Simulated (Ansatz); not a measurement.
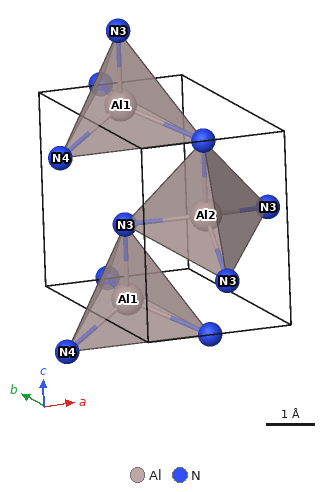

**Figure 1.** The structure (polyhedral view of the cell of the calculation, seen at an oblique angle; polyhedra are completed across the faces of the cell; atoms are numbered from 1 in the order of the input). An atom can appear more than once, as a periodic image.

# AlN: a changed input and its effect

System: AlN (4 atoms in the cell).
Method of the first run: DFT, PBEsol, all-electron LAPW, scalar-relativistic, no spin polarisation (Ansatz 0.2.0).

The structure derives from an entry of the Crystallography Open Database. Text and figures count atoms from 1; the logs count them from 0 in places.

**The input, the first run**
```yaml
crystal:
  lattice:
    - [3.1110021516, -0.0466650323, -0.0466650323]
    - [-1.5959141792, 2.7175394106, -0.0170805873]
    - [-0.07467, -0.07467, 4.978]
  atoms:
    - { symbol: Al, position: [0.3333333333, 0.6666666667, 0.0] }
    - { symbol: Al, position: [0.6666666667, 0.3333333333, 0.5] }
    - { symbol: "N", position: [0.3333333333, 0.6666666667, 0.385] }
    - { symbol: "N", position: [0.6666666667, 0.3333333333, 0.885] }
kpoints:
  mp_grid: { grid: [11, 11, 6] }
  band_path:
    path:
      - [0.0, 0.0, 0.0]
      - [0.0, 0.0, 0.5]
      - [-0.5, 0.5, 0.0]
      - [0.0, 0.0, 0.0]
      - [0.0, -0.5, 0.0]
      - [-0.5, 0.0, 0.5]
      - [0.0, 0.0, 0.0]
      - [-0.5, 0.0, 0.0]
      - [0.0, -0.5, 0.5]
    npoints: 5
scf:
  occupations: { method: fermi_dirac, width: 0.02 }
hamiltonian:
  xc: pbesol
  pseudopotentials: { kind: all_electron, lapw: { basis_error: 0.001 } }
output:
  forces: true
  stress: true
  eigenvalues: true
```

Launched with:
```bash
ansatz run input.yaml --threads 1 --pin off --max-ram 6144MiB --backend cpu --events-out ev --progress --plain --runs-dir out
```

Hardware: 1 thread of Intel Xeon (Granite Rapids), 64 GiB of memory available, shared host.

**Output, shortened to warnings, some set-up lines, iterations and results (the first run)**
```
Basis set: ecut = 400.55435796761367 eV, 747 PW (Γ), exchange–correlation at level 2
Symmetry: 1 space group operations
k-points: 364 of 726 (time reversal used)
Initial density: superposition of atomic densities (chi_scale 0.1, normalization cell, long waves kept (reshape's long-wave potential 0.00 eV rms))
[...]
SCF iter   1: F=—  HF=-16168.842779 eV  |F-HF|=—  |Δ(HF+E_count)|=         —  Δρ=1.49e-1  dr2=1.12e1  ethr=3.10e-2  ⟨swp⟩=2.0  Hψ=55188  notcnv=0
SCF iter   2: F=—  HF=-16164.350603 eV  |F-HF|=—  |Δ(HF+E_count)|=    4.49e0  Δρ=3.53e-2  dr2=4.53e-1  ethr=1.26e-3  ⟨swp⟩=2.1  Hψ=42993  notcnv=0
SCF iter   3: F=—  HF=-16164.263132 eV  |F-HF|=—  |Δ(HF+E_count)|=         —  Δρ=2.58e-2  dr2=3.23e-1  ethr=1.26e-3  ⟨swp⟩=2.0  Hψ=24382  notcnv=0
SCF iter   4: F=—  HF=-16164.218734 eV  |F-HF|=—  |Δ(HF+E_count)|=   4.44e-2  Δρ=9.17e-3  dr2=3.38e-2  ethr=8.98e-4  ⟨swp⟩=2.0  Hψ=23665  notcnv=0
SCF iter   5: F=—  HF=-16164.211835 eV  |F-HF|=—  |Δ(HF+E_count)|=   6.90e-3  Δρ=2.06e-3  dr2=1.84e-3  ethr=9.40e-5  ⟨swp⟩=2.0  Hψ=24355  notcnv=0
SCF iter   6: F=—  HF=-16164.211710 eV  |F-HF|=—  |Δ(HF+E_count)|=   1.25e-4  Δρ=3.70e-4  dr2=7.83e-5  ethr=5.10e-6  ⟨swp⟩=2.0  Hψ=22914  notcnv=0
SCF iter   7: F=—  HF=-16164.211720 eV  |F-HF|=—  |Δ(HF+E_count)|=   1.00e-5  Δρ=3.22e-5  dr2=4.82e-7  ethr=2.17e-7  ⟨swp⟩=3.0  Hψ=24123  notcnv=0
SCF iter   8: F=—  HF=-16164.211720 eV  |F-HF|=—  |Δ(HF+E_count)|=   3.83e-8  Δρ=2.33e-5  dr2=2.65e-7  ethr=1.34e-9  ⟨swp⟩=3.0  Hψ=25473  notcnv=0
SCF iter   9: F=-16164.211720 eV  HF=-16164.211720 eV  |F-HF|=8.74e-9  |Δ(HF+E_count)|=   1.33e-7  Δρ=6.10e-6  dr2=9.16e-9  ethr=7.35e-10  ⟨swp⟩=3.0  Hψ=23802  notcnv=0
SCF 1 converged in 9 iterations: F = -16164.211720 eV  dr2 = 9.16e-9
NSCF: frozen V_eff on 41 k-points
SCF converged after 9 iterations
Free energy (F): -16164.211720 eV
Harris-Foulkes:  -16164.211720 eV  (|F-HF|=8.74e-9)
Internal energy: -16164.211720 eV  (E = F + TS)
E sigma→0 (E₀):  -16164.211720 eV
Fermi energy:    10.725252 eV
--- Per-component energies (eV) ---
  E_band       = -2405.539951
  E_kinetic    = 16179.225427
  E_xc         = -1356.228714
  E_electrostatic = -30987.208434  (all electrons and nuclei)
  E_smearing   = -0.000000  (= −TS)
  E_closure    = 0.000000  (closes the sum)
  E_atoms      = -16132.961984  (free atoms, spherical and without spin; not in F)
  Σ components = -16164.211720   (vs F -16164.211720, Δ=0.00e0)
  Basis errors (estimates in eV, not in F): energy 4.9e-4 per atom: plane waves 4.5e-4 (2.8e-4 summed), levels above the bands 1.1e-180, relativity 2.0e-8, radial functions 4.5e-5, core shells 2.3e-11; eigenvalues (radial functions only) 2.7e-6; not estimated: angular momenta, meshes, grids; target …
--- Forces (eV/Å), atoms counted from 1 ---
  atom   1  Al     0.49578829     0.20046401     0.21526117
  atom   2  Al    -0.12602238     0.16552645     0.18286663
  atom   3  N      0.17813507    -0.16575475    -0.17937614
  atom   4  N     -0.54789276    -0.20022655    -0.21875524
  max |Σ_I F_I| component: 9.17e-6 eV/Å
--- Stress (GPa, compression-positive) ---
        1.373137       5.316006       3.791572
        5.316006       1.357670       3.775574
        3.791572       3.775574      -0.614814
  P = ⅓ Tr σ = 0.7053 GPa (7.053 kbar)
```

The input of the second run differs as follows (lines with − go, lines with + come):
```diff
-    - [3.1110021516, -0.0466650323, -0.0466650323]
-    - [-1.5959141792, 2.7175394106, -0.0170805873]
-    - [-0.07467, -0.07467, 4.978]
+    - [3.1110021516, -0.0155550108, -0.0155550108]
+    - [-1.5689721103, 2.7019843999, -0.0056935291]
+    - [-0.02489, -0.02489, 4.978]
```

What does this change do to the results?

With the same functional and potentials, the second run lies 11.4 meV per atom lower. The gap on the mesh goes from 4.01 to 4.08 eV. The pressure goes from 0.71 to 0.45 GPa. The largest force goes from 0.623 to 0.255 eV/Å. The SCF takes 8 iterations against 9. The plane waves at Γ go from 747 to 707.

**Output, shortened to warnings, some set-up lines, iterations and results (the second run)**
```
Basis set: ecut = 387.0058778685579 eV, 707 PW (Γ), FFT grids on a1+a2, −a1, a3, exchange–correlation at level 2
Symmetry: 1 space group operations
k-points: 364 of 726 (time reversal used)
Initial density: superposition of atomic densities (chi_scale 0.1, normalization cell, long waves kept (reshape's long-wave potential 0.00 eV rms))
[...]
SCF iter   1: F=—  HF=-16168.876304 eV  |F-HF|=—  |Δ(HF+E_count)|=         —  Δρ=1.47e-1  dr2=1.09e1  ethr=3.02e-2  ⟨swp⟩=2.0  Hψ=55189  notcnv=0
SCF iter   2: F=—  HF=-16164.393793 eV  |F-HF|=—  |Δ(HF+E_count)|=    4.48e0  Δρ=3.46e-2  dr2=4.38e-1  ethr=1.22e-3  ⟨swp⟩=2.1  Hψ=42800  notcnv=0  defer=1
SCF iter   3: F=—  HF=-16164.308024 eV  |F-HF|=—  |Δ(HF+E_count)|=         —  Δρ=2.59e-2  dr2=3.30e-1  ethr=1.22e-3  ⟨swp⟩=2.0  Hψ=24388  notcnv=0
SCF iter   4: F=—  HF=-16164.262660 eV  |F-HF|=—  |Δ(HF+E_count)|=   4.54e-2  Δρ=8.35e-3  dr2=2.84e-2  ethr=9.16e-4  ⟨swp⟩=2.0  Hψ=23660  notcnv=0
SCF iter   5: F=—  HF=-16164.257174 eV  |F-HF|=—  |Δ(HF+E_count)|=   5.49e-3  Δρ=1.77e-3  dr2=1.40e-3  ethr=7.89e-5  ⟨swp⟩=2.0  Hψ=24388  notcnv=0
SCF iter   6: F=—  HF=-16164.257117 eV  |F-HF|=—  |Δ(HF+E_count)|=   5.75e-5  Δρ=3.36e-4  dr2=6.47e-5  ethr=3.89e-6  ⟨swp⟩=2.0  Hψ=22932  notcnv=0
SCF iter   7: F=—  HF=-16164.257129 eV  |F-HF|=—  |Δ(HF+E_count)|=   1.21e-5  Δρ=2.42e-5  dr2=2.61e-7  ethr=1.80e-7  ⟨swp⟩=3.0  Hψ=24531  notcnv=0
SCF iter   8: F=-16164.257129 eV  HF=-16164.257129 eV  |F-HF|=8.94e-9  |Δ(HF+E_count)|=   1.28e-8  Δρ=5.95e-6  dr2=1.46e-8  ethr=7.26e-10  ⟨swp⟩=3.0  Hψ=24822  notcnv=0
SCF 1 converged in 8 iterations: F = -16164.257129 eV  dr2 = 1.46e-8
NSCF: frozen V_eff on 41 k-points
SCF converged after 8 iterations
Free energy (F): -16164.257129 eV
Harris-Foulkes:  -16164.257129 eV  (|F-HF|=8.94e-9)
Internal energy: -16164.257129 eV  (E = F + TS)
E sigma→0 (E₀):  -16164.257129 eV
Fermi energy:    10.703206 eV
--- Per-component energies (eV) ---
  E_band       = -2405.829250
  E_kinetic    = 16179.074905
  E_xc         = -1356.209663
  E_electrostatic = -30987.122371  (all electrons and nuclei)
  E_smearing   = -0.000000  (= −TS)
  E_closure    = 0.000000  (closes the sum)
  E_atoms      = -16132.961984  (free atoms, spherical and without spin; not in F)
  Σ components = -16164.257129   (vs F -16164.257129, Δ=0.00e0)
  Basis errors (estimates in eV, not in F): energy 5.0e-4 per atom: plane waves 4.5e-4 (2.8e-4 summed), levels above the bands 6.0e-181, relativity 2.1e-8, radial functions 4.4e-5, core shells 7.8e-12; eigenvalues (radial functions only) 3.4e-6; not estimated: angular momenta, meshes, grids; target …
--- Forces (eV/Å), atoms counted from 1 ---
  atom   1  Al     0.15370662     0.05812186     0.18140482
  atom   2  Al    -0.04114560     0.05429801     0.17777896
  atom   3  N      0.05728680    -0.05432352    -0.17745481
  atom   4  N     -0.16984934    -0.05809907    -0.18173832
  max |Σ_I F_I| component: 9.34e-6 eV/Å
--- Stress (GPa, compression-positive) ---
        1.103692       1.774057       1.267917
        1.774057       1.104424       1.267300
        1.267917       1.267300      -0.845075
  P = ⅓ Tr σ = 0.4543 GPa (4.543 kbar)
```

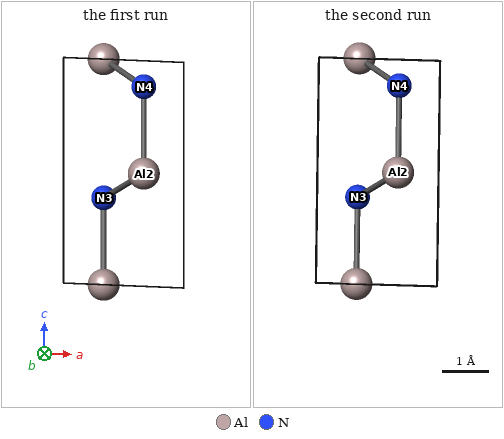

**Figure 2.** The two input geometries at one scale (ball-and-stick view of the cell of the calculation, along the b axis). The atoms keep their places relative to the cell (all moves are under 0.005 Å). Cell: a 3.112 → 3.111 Å (0.0 %), b 3.152 → 3.124 Å (−0.9 %), c 4.979 → 4.978 Å (0.0 %), α 90.6° → 90.2°, β 91.7° → 90.6°, γ 121.3° → 120.4°. Volume +0.1 %. Among the contacts that change: Al–N 1.841 → 1.870 Å, Al–N 1.913 → 1.895 Å, Al–N 1.869 → 1.880 Å.

**The two runs side by side**

| quantity | the first run | the second run |
| --- | --- | --- |
| outcome | converged | converged |
| free energy per atom (eV) | −4041.0529 | −4041.0643 |
| gap on the mesh (eV) | 4.01 | 4.08 |
| pressure (GPa) | 0.71 | 0.45 |
| volume per atom (Å³) | 10.42 | 10.43 |
| largest force (eV/Å) | 0.623 | 0.255 |
| SCF iterations | 9 | 8 |
| irreducible k-points | 364 | 364 |
| plane waves at Γ | 747 | 707 |
| wall time (shared host) | 2.1 min | 95 s |
